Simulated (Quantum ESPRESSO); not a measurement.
Run report: MgSe, band-structure run

- system: MgSe (Fm-3m, 2 atoms in the cell)
- method: Kohn-Sham DFT of a periodic cell, LDA, GBRV 1.5 LDA, no spin polarisation (Quantum ESPRESSO 7.5)

The structure derives from an entry of the Crystallography Open Database.

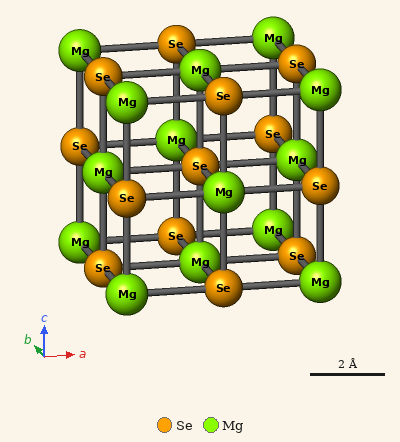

Figure 1. The structure as given in the input (ball-and-stick view of the cell 4 times as large as that of the calculation, set on its symmetry axes, seen slightly off an axis). An atom can appear more than once, as a periodic image.

Input file:
```
&CONTROL
  calculation = 'scf'
  prefix = 'pwscf'
  outdir = './tmp'
  pseudo_dir = './pseudo'
  tprnfor = .true.
  tstress = .true.
  disk_io = 'low'
/
&SYSTEM
  ibrav = 0
  nat = 2
  ntyp = 2
  ecutwfc = 45
  ecutrho = 360
  nbnd = 14
  occupations = 'smearing'
  smearing = 'fd'
  degauss = 0.00367493
/
&ELECTRONS
  conv_thr = 4d-10
  electron_maxstep = 120
  mixing_beta = 0.5
/
ATOMIC_SPECIES
Se    78.9710 se_lda_v1.uspp.F.UPF
Mg    24.3050 mg_lda_v1.4.uspp.F.UPF
CELL_PARAMETERS angstrom
   0.0000000000    2.7255000000    2.7255000000
   2.7255000000    0.0000000000    2.7255000000
   2.7255000000    2.7255000000    0.0000000000
ATOMIC_POSITIONS crystal
Se     0.5000000000    0.5000000000    0.5000000000
Mg     0.0000000000    0.0000000000    0.0000000000
K_POINTS automatic
8 8 8 0 0 0
```

File bands.in:
```
&CONTROL
  calculation = 'bands'
  prefix = 'pwscf'
  outdir = './tmp'
  pseudo_dir = './pseudo'
  disk_io = 'low'
  verbosity = 'high'
/
&SYSTEM
  ibrav = 0
  nat = 2
  ntyp = 2
  ecutwfc = 45
  ecutrho = 360
  nbnd = 14
  occupations = 'smearing'
  smearing = 'fd'
  degauss = 0.00367493
/
&ELECTRONS
  conv_thr = 1d-08
  electron_maxstep = 120
  mixing_beta = 0.5
  diago_full_acc = .true.
  startingwfc = 'random'
/
ATOMIC_SPECIES
Se    78.9710 se_lda_v1.uspp.F.UPF
Mg    24.3050 mg_lda_v1.4.uspp.F.UPF
CELL_PARAMETERS angstrom
   0.0000000000    2.7255000000    2.7255000000
   2.7255000000    0.0000000000    2.7255000000
   2.7255000000    2.7255000000    0.0000000000
ATOMIC_POSITIONS crystal
Se     0.5000000000    0.5000000000    0.5000000000
Mg     0.0000000000    0.0000000000    0.0000000000
K_POINTS crystal
60
 0.0000000000  0.0000000000  0.0000000000 1
 0.0625000000  0.0000000000  0.0625000000 1
 0.1250000000  0.0000000000  0.1250000000 1
 0.1875000000  0.0000000000  0.1875000000 1
 0.2500000000  0.0000000000  0.2500000000 1
 0.3125000000  0.0000000000  0.3125000000 1
 0.3750000000  0.0000000000  0.3750000000 1
 0.4375000000  0.0000000000  0.4375000000 1
 0.5000000000  0.0000000000  0.5000000000 1
 0.5000000000  0.0625000000  0.5625000000 1
 0.5000000000  0.1250000000  0.6250000000 1
 0.5000000000  0.1875000000  0.6875000000 1
 0.5000000000  0.2500000000  0.7500000000 1
 0.4375000000  0.3125000000  0.7500000000 1
 0.3750000000  0.3750000000  0.7500000000 1
 0.3375000000  0.3375000000  0.6750000000 1
 0.3000000000  0.3000000000  0.6000000000 1
 0.2625000000  0.2625000000  0.5250000000 1
 0.2250000000  0.2250000000  0.4500000000 1
 0.1875000000  0.1875000000  0.3750000000 1
 0.1500000000  0.1500000000  0.3000000000 1
 0.1125000000  0.1125000000  0.2250000000 1
 0.0750000000  0.0750000000  0.1500000000 1
 0.0375000000  0.0375000000  0.0750000000 1
 0.0000000000  0.0000000000  0.0000000000 1
 0.0625000000  0.0625000000  0.0625000000 1
 0.1250000000  0.1250000000  0.1250000000 1
 0.1875000000  0.1875000000  0.1875000000 1
 0.2500000000  0.2500000000  0.2500000000 1
 0.3125000000  0.3125000000  0.3125000000 1
 0.3750000000  0.3750000000  0.3750000000 1
 0.4375000000  0.4375000000  0.4375000000 1
 0.5000000000  0.5000000000  0.5000000000 1
 0.5250000000  0.4500000000  0.5250000000 1
 0.5500000000  0.4000000000  0.5500000000 1
 0.5750000000  0.3500000000  0.5750000000 1
 0.6000000000  0.3000000000  0.6000000000 1
 0.6250000000  0.2500000000  0.6250000000 1
 0.5833333333  0.2500000000  0.6666666667 1
 0.5416666667  0.2500000000  0.7083333333 1
 0.5000000000  0.2500000000  0.7500000000 1
 0.5000000000  0.2857142857  0.7142857143 1
 0.5000000000  0.3214285714  0.6785714286 1
 0.5000000000  0.3571428571  0.6428571429 1
 0.5000000000  0.3928571429  0.6071428571 1
 0.5000000000  0.4285714286  0.5714285714 1
 0.5000000000  0.4642857143  0.5357142857 1
 0.5000000000  0.5000000000  0.5000000000 1
 0.4821428571  0.4821428571  0.5357142857 1
 0.4642857143  0.4642857143  0.5714285714 1
 0.4464285714  0.4464285714  0.6071428571 1
 0.4285714286  0.4285714286  0.6428571429 1
 0.4107142857  0.4107142857  0.6785714286 1
 0.3928571429  0.3928571429  0.7142857143 1
 0.3750000000  0.3750000000  0.7500000000 1
 0.6250000000  0.2500000000  0.6250000000 1
 0.5937500000  0.1875000000  0.5937500000 1
 0.5625000000  0.1250000000  0.5625000000 1
 0.5312500000  0.0625000000  0.5312500000 1
 0.5000000000  0.0000000000  0.5000000000 1
```

Machine: 2 threads of AMD EPYC (Zen 3), 128 GiB of memory available, shared host.

Command:
```bash
OMP_NUM_THREADS=1 mpirun -n 2 pw.x -nk 2 -in pw.in > pw.out
OMP_NUM_THREADS=1 mpirun -n 2 pw.x -nk 2 -in bands.in > bands.out
```

The program's output:
```
This program is part of the open-source Quantum ESPRESSO suite
     for quantum simulation of materials; please cite
         "P. Giannozzi et al., J. Phys.:Condens. Matter 21 395502 (2009);
         "P. Giannozzi et al., J. Phys.:Condens. Matter 29 465901 (2017);
         "P. Giannozzi et al., J. Chem. Phys. 152 154105 (2020);
          URL
     in publications or presentations arising from this work. More details at

     Message from routine setup:
     using ibrav=0 with symmetry is DISCOURAGED, use correct ibrav instead

     K-points division:     npool     =       2
     Subspace diagonalization in iterative solution of the eigenvalue problem:
     a serial algorithm will be used

     G-vector sticks info
     --------------------
     sticks:   dense  smooth     PW     G-vecs:    dense   smooth      PW
     Sum        1303     661    199                31283    11113    1917

     Using Slab Decomposition

     bravais-lattice index     =            0
     lattice parameter (alat)  =       7.2838  a.u.
     unit-cell volume          =     273.2531 (a.u.)^3
     number of atoms/cell      =            2
     number of atomic types    =            2
     number of electrons       =        16.00
     number of Kohn-Sham states=           14
     kinetic-energy cutoff     =      45.0000  Ry
     charge density cutoff     =     360.0000  Ry
     scf convergence threshold =      4.0E-10
     mixing beta               =       0.5000
     number of iterations used =            8  plain     mixing
     Exchange-correlation=  SLA  PZ   NOGX NOGC
                           (   1   1   0   0   0   0   0)

     celldm(1)=   7.283834  celldm(2)=   0.000000  celldm(3)=   0.000000
     celldm(4)=   0.000000  celldm(5)=   0.000000  celldm(6)=   0.000000

     crystal axes: (cart. coord. in units of alat)
               a(1) = (   0.000000   0.707107   0.707107 )
               a(2) = (   0.707107   0.000000   0.707107 )
               a(3) = (   0.707107   0.707107   0.000000 )

     reciprocal axes: (cart. coord. in units 2 pi/alat)
               b(1) = ( -0.707107  0.707107  0.707107 )
               b(2) = (  0.707107 -0.707107  0.707107 )
               b(3) = (  0.707107  0.707107 -0.707107 )

     PseudoPot. # 1 for Se read from file:
     se_lda_v1.uspp.F.UPF
     Pseudo is Ultrasoft + core correction, Zval =  6.0
     Generated by new atomic code, or converted to UPF format
     Using radial grid of  877 points,  6 beta functions with:
                l(1) =   0
                l(2) =   0
                l(3) =   1
                l(4) =   1
                l(5) =   2
                l(6) =   2
     Q(r) pseudized with  8 coefficients,  rinner =    1.300   1.300   1.300
                                                       1.300   1.300

     PseudoPot. # 2 for Mg read from file:
     mg_lda_v1.4.uspp.F.UPF
     Pseudo is Ultrasoft, Zval = 10.0
     Generated by new atomic code, or converted to UPF format
     Using radial grid of  821 points,  7 beta functions with:
                l(1) =   0
                l(2) =   0
                l(3) =   0
                l(4) =   1
                l(5) =   1
                l(6) =   2
                l(7) =   2
     Q(r) pseudized with  8 coefficients,  rinner =    1.200   1.200   1.200
                                                       1.200   1.200

     atomic species   valence    mass     pseudopotential
     Se                6.00    78.97100     Se( 1.00)
     Mg               10.00    24.30500     Mg( 1.00)

     48 Sym. Ops., with inversion, found

   Cartesian axes

     site n.     atom                  positions (alat units)
         1        Se     tau(   1) = (   0.7071068   0.7071068   0.7071068  )
         2        Mg     tau(   2) = (   0.0000000   0.0000000   0.0000000  )

     number of k points=    29  Fermi-Dirac smearing, width (Ry)=  0.0037
                       cart. coord. in units 2pi/alat
        k(    1) = (   0.0000000   0.0000000   0.0000000), wk =   0.0039062
        k(    2) = (   0.0883883   0.0883883  -0.0883883), wk =   0.0312500
        k(    3) = (   0.1767767   0.1767767  -0.1767767), wk =   0.0312500
        k(    4) = (   0.2651650   0.2651650  -0.2651650), wk =   0.0312500
        k(    5) = (  -0.3535534  -0.3535534   0.3535534), wk =   0.0156250
        k(    6) = (   0.1767767   0.0000000   0.0000000), wk =   0.0234375
        k(    7) = (   0.2651650   0.0883883  -0.0883883), wk =   0.0937500
        k(    8) = (   0.3535534   0.1767767  -0.1767767), wk =   0.0937500
        k(    9) = (  -0.2651650  -0.4419417   0.4419417), wk =   0.0937500
        k(   10) = (  -0.1767767  -0.3535534   0.3535534), wk =   0.0937500
        k(   11) = (  -0.0883883  -0.2651650   0.2651650), wk =   0.0937500
        k(   12) = (   0.0000000  -0.1767767   0.1767767), wk =   0.0468750
        k(   13) = (   0.3535534   0.0000000   0.0000000), wk =   0.0234375
        k(   14) = (   0.4419417   0.0883883  -0.0883883), wk =   0.0937500
        k(   15) = (  -0.1767767  -0.5303301   0.5303301), wk =   0.0937500
        k(   16) = (  -0.0883883  -0.4419417   0.4419417), wk =   0.0937500
        k(   17) = (   0.0000000  -0.3535534   0.3535534), wk =   0.0468750
        k(   18) = (   0.5303301  -0.0000000   0.0000000), wk =   0.0234375
        k(   19) = (  -0.0883883  -0.6187184   0.6187184), wk =   0.0937500
        k(   20) = (   0.0000000  -0.5303301   0.5303301), wk =   0.0468750
        k(   21) = (  -0.7071068   0.0000000   0.0000000), wk =   0.0117188
        k(   22) = (   0.3535534   0.1767767   0.0000000), wk =   0.0937500
        k(   23) = (  -0.2651650  -0.4419417   0.6187184), wk =   0.1875000
        k(   24) = (  -0.1767767  -0.3535534   0.5303301), wk =   0.0937500
        k(   25) = (  -0.1767767  -0.5303301   0.7071068), wk =   0.0937500
        k(   26) = (  -0.0883883  -0.4419417   0.6187184), wk =   0.1875000
        k(   27) = (   0.0000000  -0.3535534   0.5303301), wk =   0.0937500
        k(   28) = (  -0.7071068   0.1767767  -0.0000000), wk =   0.0468750
        k(   29) = (  -0.7071068   0.3535534   0.0000000), wk =   0.0234375

     Dense  grid:    31283 G-vectors     FFT dimensions: (  45,  45,  45)

     Smooth grid:    11113 G-vectors     FFT dimensions: (  32,  32,  32)

     Initial potential from superposition of free atoms

     starting charge      15.6997, renormalised to      16.0000
     Starting wfcs are    9 randomized atomic wfcs +    5 random wfcs

     Self-consistent Calculation

     iteration #  1     ecut=    45.00 Ry     beta= 0.50
     Davidson diagonalization with overlap
     ethr =  1.00E-02,  avg # of iterations =  6.8

     Threshold (ethr) on eigenvalues was too large:
     Diagonalizing with lowered threshold

     Davidson diagonalization with overlap
     ethr =  9.25E-04,  avg # of iterations =  1.0

     total energy              =    -168.41770207 Ry
     estimated scf accuracy    <       0.14836875 Ry

     iteration #  2     ecut=    45.00 Ry     beta= 0.50
     Davidson diagonalization with overlap
     ethr =  9.27E-04,  avg # of iterations =  2.1

     total energy              =    -168.43933208 Ry
     estimated scf accuracy    <       0.00734995 Ry

     iteration #  3     ecut=    45.00 Ry     beta= 0.50
     Davidson diagonalization with overlap
     ethr =  4.59E-05,  avg # of iterations =  2.6

     total energy              =    -168.43935278 Ry
     estimated scf accuracy    <       0.00105254 Ry

     iteration #  4     ecut=    45.00 Ry     beta= 0.50
     Davidson diagonalization with overlap
     ethr =  6.58E-06,  avg # of iterations =  3.1

     total energy              =    -168.43941443 Ry
     estimated scf accuracy    <       0.00002781 Ry

     iteration #  5     ecut=    45.00 Ry     beta= 0.50
     Davidson diagonalization with overlap
     ethr =  1.74E-07,  avg # of iterations =  4.8

     total energy              =    -168.43942758 Ry
     estimated scf accuracy    <       0.00000104 Ry

     iteration #  6     ecut=    45.00 Ry     beta= 0.50
     Davidson diagonalization with overlap
     ethr =  6.49E-09,  avg # of iterations =  3.1

     total energy              =    -168.43942808 Ry
     estimated scf accuracy    <       0.00000007 Ry

     iteration #  7     ecut=    45.00 Ry     beta= 0.50
     Davidson diagonalization with overlap
     ethr =  4.24E-10,  avg # of iterations =  3.0

     total energy              =    -168.43942810 Ry
     estimated scf accuracy    <          8.5E-10 Ry

     iteration #  8     ecut=    45.00 Ry     beta= 0.50
     Davidson diagonalization with overlap
     ethr =  5.34E-12,  avg # of iterations =  5.1

     total energy              =    -168.43942810 Ry
     estimated scf accuracy    <          1.2E-09 Ry

     iteration #  9     ecut=    45.00 Ry     beta= 0.50
     Davidson diagonalization with overlap
     ethr =  5.34E-12,  avg # of iterations =  2.0

     End of self-consistent calculation

          k = 0.0000 0.0000 0.0000 (  1411 PWs)   bands (ev):

   -68.6453 -36.0743 -36.0743 -36.0743  -7.0372   5.9596   5.9596   5.9596
     8.3351  13.3332  13.3332  13.3332  15.9297  15.9297

          k = 0.0884 0.0884-0.0884 (  1405 PWs)   bands (ev):

   -68.6453 -36.0748 -36.0743 -36.0743  -6.9043   4.7048   5.8587   5.8587
     9.3362  13.0027  13.5537  13.5537  14.8622  14.8622

          k = 0.1768 0.1768-0.1768 (  1390 PWs)   bands (ev):

   -68.6453 -36.0760 -36.0745 -36.0745  -6.5482   2.9014   5.6406   5.6406
     9.9320  12.9569  12.9569  13.6183  15.4943  15.4944

          k = 0.2652 0.2652-0.2652 (  1410 PWs)   bands (ev):

   -68.6452 -36.0774 -36.0746 -36.0746  -6.1230   1.5101   5.4505   5.4505
     9.7676  12.2308  12.2308  14.4705  16.1527  17.4277

          k =-0.3536-0.3536 0.3536 (  1404 PWs)   bands (ev):

   -68.6452 -36.0779 -36.0747 -36.0747  -5.9171   0.9702   5.3783   5.3783
     9.6594  11.9734  11.9734  14.3904  17.2616  19.7095

          k = 0.1768 0.0000 0.0000 (  1399 PWs)   bands (ev):

   -68.6453 -36.0747 -36.0744 -36.0744  -6.8607   4.7320   5.6038   5.6038
     9.7520  12.3346  13.4483  14.0122  14.0122  16.1907

          k = 0.2652 0.0884-0.0884 (  1388 PWs)   bands (ev):

   -68.6453 -36.0756 -36.0746 -36.0746  -6.5801   3.3876   5.3042   5.3667
    10.4807  12.1475  12.3846  14.0751  15.0651  16.3912

          k = 0.3536 0.1768-0.1768 (  1397 PWs)   bands (ev):

   -68.6452 -36.0769 -36.0748 -36.0748  -6.1730   1.9908   5.0004   5.1284
    10.3686  11.6480  13.2178  13.5933  16.0453  17.4852

          k =-0.2652-0.4419 0.4419 (  1403 PWs)   bands (ev):

   -68.6452 -36.0777 -36.0750 -36.0748  -5.8783   1.2034   4.6635   5.1485
    10.2902  11.3636  12.5737  15.3358  16.2187  18.5579

          k =-0.1768-0.3536 0.3536 (  1395 PWs)   bands (ev):

   -68.6452 -36.0775 -36.0751 -36.0747  -5.9464   1.3744   4.5238   5.3532
    10.4828  11.5116  12.3697  15.1397  16.6621  17.1543

          k =-0.0884-0.2652 0.2652 (  1389 PWs)   bands (ev):

   -68.6452 -36.0765 -36.0749 -36.0745  -6.3126   2.4018   4.6722   5.6529
    10.7364  12.1876  12.6636  13.4732  15.1448  16.9801

          k = 0.0000-0.1768 0.1768 (  1376 PWs)   bands (ev):

   -68.6453 -36.0753 -36.0746 -36.0743  -6.6968   3.7553   5.1877   5.8788
    10.2846  12.6323  13.2435  13.4529  13.9440  16.0383

          k = 0.3536 0.0000 0.0000 (  1387 PWs)   bands (ev):

   -68.6452 -36.0759 -36.0749 -36.0749  -6.3957   3.1760   4.9134   4.9134
     9.8771  11.0105  13.2423  15.4879  15.4879  16.9371

          k = 0.4419 0.0884-0.0884 (  1398 PWs)   bands (ev):

   -68.6452 -36.0767 -36.0752 -36.0751  -6.0689   2.3612   4.3869   4.6781
     9.3652  11.0962  13.7480  15.0423  16.7432  18.5924

          k =-0.1768-0.5303 0.5303 (  1400 PWs)   bands (ev):

   -68.6451 -36.0772 -36.0756 -36.0751  -5.7756   1.7546   3.6331   4.6854
     9.3635  12.1836  13.9807  14.1119  17.3417  19.6220

          k =-0.0884-0.4419 0.4419 (  1396 PWs)   bands (ev):

   -68.6451 -36.0772 -36.0760 -36.0749  -5.7323   1.7106   3.1903   4.9332
     9.8011  12.7493  13.4229  14.8395  16.6046  17.5160

          k = 0.0000-0.3536 0.3536 (  1388 PWs)   bands (ev):

   -68.6452 -36.0768 -36.0757 -36.0747  -5.9749   2.0410   3.5194   5.3287
    10.6518  12.6277  12.9502  13.4623  15.7698  18.6005

          k = 0.5303-0.0000 0.0000 (  1379 PWs)   bands (ev):

   -68.6451 -36.0770 -36.0754 -36.0754  -5.8573   2.0829   4.3656   4.3656
     8.2508  10.1480  15.7988  17.0429  17.0429  17.9822

          k =-0.0884-0.6187 0.6187 (  1386 PWs)   bands (ev):

   -68.6451 -36.0773 -36.0758 -36.0755  -5.6580   1.8596   3.6601   4.3062
     8.2605  10.5576  16.0850  16.1358  17.7197  20.2059

          k = 0.0000-0.5303 0.5303 (  1392 PWs)   bands (ev):

   -68.6451 -36.0770 -36.0764 -36.0753  -5.6056   2.1667   2.5900   4.5178
     8.8729  12.1729  14.8051  15.7202  16.2196  18.7663

          k =-0.7071 0.0000 0.0000 (  1362 PWs)   bands (ev):

   -68.6451 -36.0775 -36.0756 -36.0756  -5.6043   1.6771   4.1662   4.1662
     7.6105   9.8547  17.5473  17.9611  17.9611  18.6145

          k = 0.3536 0.1768 0.0000 (  1389 PWs)   bands (ev):

   -68.6452 -36.0763 -36.0751 -36.0747  -6.2727   2.6472   4.4095   5.2540
    10.6899  11.9342  12.1340  14.2814  15.4391  18.3713

          k =-0.2652-0.4419 0.6187 (  1393 PWs)   bands (ev):

   -68.6452 -36.0771 -36.0755 -36.0749  -5.9174   1.8534   3.8601   4.9136
    10.6046  11.5652  13.1206  14.1744  16.7558  18.5361

          k =-0.1768-0.3536 0.5303 (  1408 PWs)   bands (ev):

   -68.6452 -36.0774 -36.0756 -36.0750  -5.7511   1.4932   3.7162   4.7356
    10.5883  11.2738  13.6343  14.9514  16.9315  17.5483

          k =-0.1768-0.5303 0.7071 (  1387 PWs)   bands (ev):

   -68.6451 -36.0770 -36.0757 -36.0753  -5.7996   2.0459   3.8092   4.2391
     9.2617  11.2225  13.7453  15.9840  17.2128  19.8162

          k =-0.0884-0.4419 0.6187 (  1398 PWs)   bands (ev):

   -68.6451 -36.0770 -36.0762 -36.0754  -5.6294   2.0535   2.9999   4.0724
     9.7290  12.3473  13.3592  15.1717  17.3091  18.9219

          k = 0.0000-0.3536 0.5303 (  1394 PWs)   bands (ev):

   -68.6451 -36.0768 -36.0763 -36.0752  -5.6833   2.0757   2.8585   4.3998
    10.3071  12.2271  13.5922  14.5630  17.0966  17.6763

          k =-0.7071 0.1768-0.0000 (  1390 PWs)   bands (ev):

   -68.6451 -36.0772 -36.0759 -36.0756  -5.5860   1.9233   3.5932   3.7109
     8.7478  10.9661  15.0445  16.2421  18.1937  20.2212

          k =-0.7071 0.3536 0.0000 (  1384 PWs)   bands (ev):

   -68.6451 -36.0765 -36.0765 -36.0756  -5.5675   2.6241   2.6241   3.3698
    10.3861  12.8108  13.4713  13.4713  18.9023  18.9023

     the Fermi energy is     6.8084 ev

!    total energy              =    -168.43942810 Ry
     estimated scf accuracy    <          8.4E-13 Ry
     smearing contrib. (-TS)   =      -0.00000000 Ry
     internal energy E=F+TS    =    -168.43942810 Ry

     The total energy is F=E-TS. E is the sum of the following terms:
     one-electron contribution =    -101.65896711 Ry
     hartree contribution      =      52.29706694 Ry
     xc contribution           =     -45.85000409 Ry
     ewald contribution        =     -73.22752383 Ry

     convergence has been achieved in   9 iterations

     Forces acting on atoms (cartesian axes, Ry/au):

     atom    1 type  1   force =     0.00000000    0.00000000   -0.00000000
     atom    2 type  2   force =     0.00000000    0.00000000    0.00000000

     Total force =     0.000000     Total SCF correction =     0.000000

     Computing stress (Cartesian axis) and pressure

          total   stress  (Ry/bohr**3)                   (kbar)     P=      -21.15
  -0.00014374  -0.00000000  -0.00000000          -21.15       -0.00       -0.00
  -0.00000000  -0.00014374   0.00000000           -0.00      -21.15        0.00
  -0.00000000   0.00000000  -0.00014374           -0.00        0.00      -21.15

=------------------------------------------------------------------------------=
   JOB DONE.
=------------------------------------------------------------------------------=
```

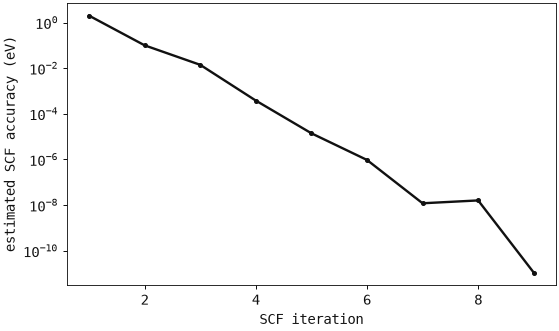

Figure 2. Convergence of the self-consistent field: estimated SCF accuracy against the iteration. The field takes 9 iterations in all.

Key numbers:

```tsv
quantity	value
outcome	converged
space group (tolerance 0.01 Å)	Fm-3m (225)
electrons treated	16
free energy	−2291.7352 eV
Fermi energy	6.808 eV
gap on the k-point mesh	1.65 eV
gap on the band path	1.65 eV
pressure	−2.11 GPa
largest force (length of the vector)	under 0.001 eV/Å
wall time	27 s (CPU time 53 s)
peak memory	0.24 GiB
```
